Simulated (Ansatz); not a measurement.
Y: several calculations on one system

**1. Relaxation**

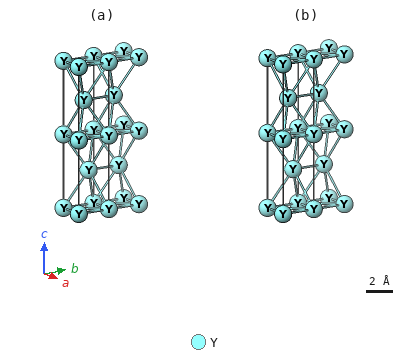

The structure of a crystal of Y (set up in P6_3/mmc) before (left) and after (right) a relaxation, at one scale.

A ball-and-stick model of the cell of the calculation, repeated 1 × 2 × 1 with one cell outlined, seen slightly off an axis.

Case: relaxed at -3 GPa.

The calculation used Ansatz 0.2.0, DFT PBE, scalar-relativistic, plane waves, PAW. (plane-wave cutoff 420 eV; k-point mesh 15 × 15 × 4; occupations gaussian; smearing width 0.1 eV; target pressure -3 GPa; no spin polarisation; cell and atoms relaxed; force threshold 0.008 eV/Å; at most 50 steps)

**Summarise the run.**

No atom moves by more than 0.005 Å relative to the cell. Cell: a = b 3.633 → 3.708 Å (+2.0 %), c 11.682 → 11.900 Å (+1.9 %). Volume +6.1 %. Among the contacts that change: Y–Y 3.633 → 3.708 Å, Y–Y 3.596 → 3.665 Å. The space group stays P6_3/mmc (No. 194). The energy rises by 26.2 meV per atom in 2 accepted moves (3 points after the start). With the target pressure of -3 GPa, the enthalpy E + pV changes by −11.8 meV per atom. All forces vanish by symmetry, so only the cell relaxes. The pressure goes from −1.07 to −2.99 GPa. The SCF was repeated once at an unchanged geometry on a basis and grid sized afresh for the cell, which shifted the energy by less than 0.05 meV per atom at most.

**2. Relaxation**

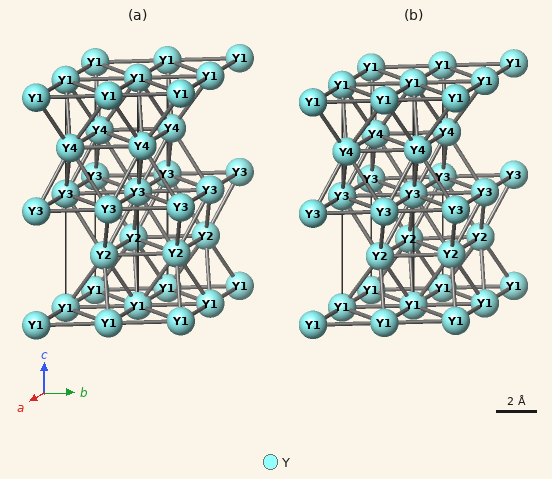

The structure of solid Y (set up in P6_3/mmc) before (left) and after (right) a relaxation, at one scale.

A ball-and-stick model of the cell of the calculation, repeated 2 × 2 × 1 with one cell outlined, seen slightly off an axis.

Method: DFT PBE, scalar-relativistic, plane waves, PAW (Ansatz). Set-up: plane-wave cutoff 420 eV; k-point mesh 15 × 15 × 4; occupations gaussian; smearing width 0.1 eV; no spin polarisation; cell and atoms relaxed; force threshold 0.005 eV/Å; at most 80 steps.

What changed between the two?

Over 2 accepted moves (3 points after the start) the energy falls by 9.3 meV per atom. All forces vanish by symmetry, so only the cell relaxes. Pressure: −1.72 GPa at the start and 0.00 GPa at the end. At 1 point the geometry stayed and the basis and grid were re-selected for the new cell (energy shift of less than 0.05 meV per atom at most each time). The atoms keep their places relative to the cell (all moves are under 0.005 Å). The volume changes by −4.6 %, with a = b 3.643 → 3.599 Å (−1.2 %), c 11.844 → 11.572 Å (−2.3 %). Near-neighbour distances that change, for instance: Y1–Y2 3.632 → 3.562 Å, Y1–Y1 3.643 → 3.599 Å. The space group stays P6_3/mmc (No. 194).

**3. A change**

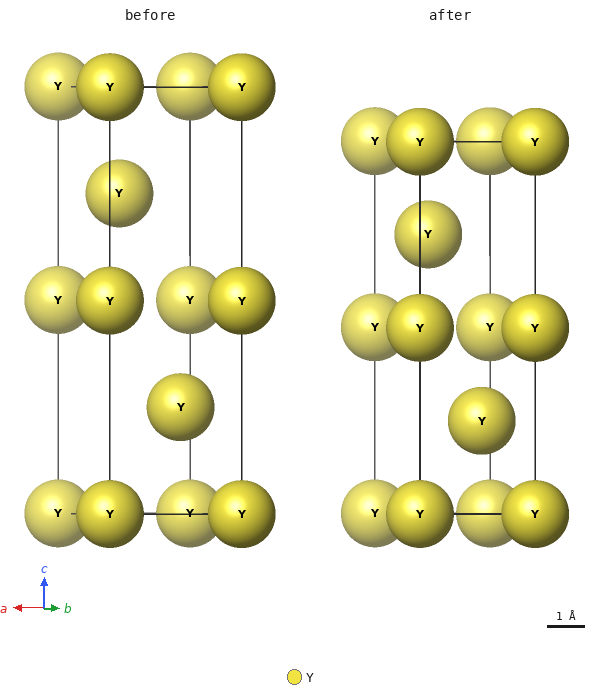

Left: a crystal of Y (set up in P6_3/mmc). Right: the same structure after one change, at the same scale. Style: spheres-only. Shown: the cell of the calculation, from a free direction.

Computed with Ansatz, DFT PBE, scalar-relativistic, plane waves, PAW. Settings: plane-wave cutoff 420 eV; k-point mesh 15 × 15 × 4; occupations gaussian; smearing width 0.1 eV; no spin polarisation.

The crystal is put under a hydrostatic pressure of 30 GPa. Cell and atoms are relaxed at that pressure.

How do the computed properties respond?

Answer. The energy rises by 763 meV per atom. The pressure goes from 0.0 to 30.0 GPa. The drawn cell changes as follows: a = b 3.599 → 3.147 Å (−12.6 %), c 11.572 → 10.091 Å (−12.8 %); the volume changes by −33.3 %. No atom moves by more than 0.005 Å relative to the cell. Near-neighbour distances before and after: Y–Y 3.562 → 3.109 Å, Y–Y 3.599 → 3.147 Å. The space group stays P6_3/mmc (No. 194).
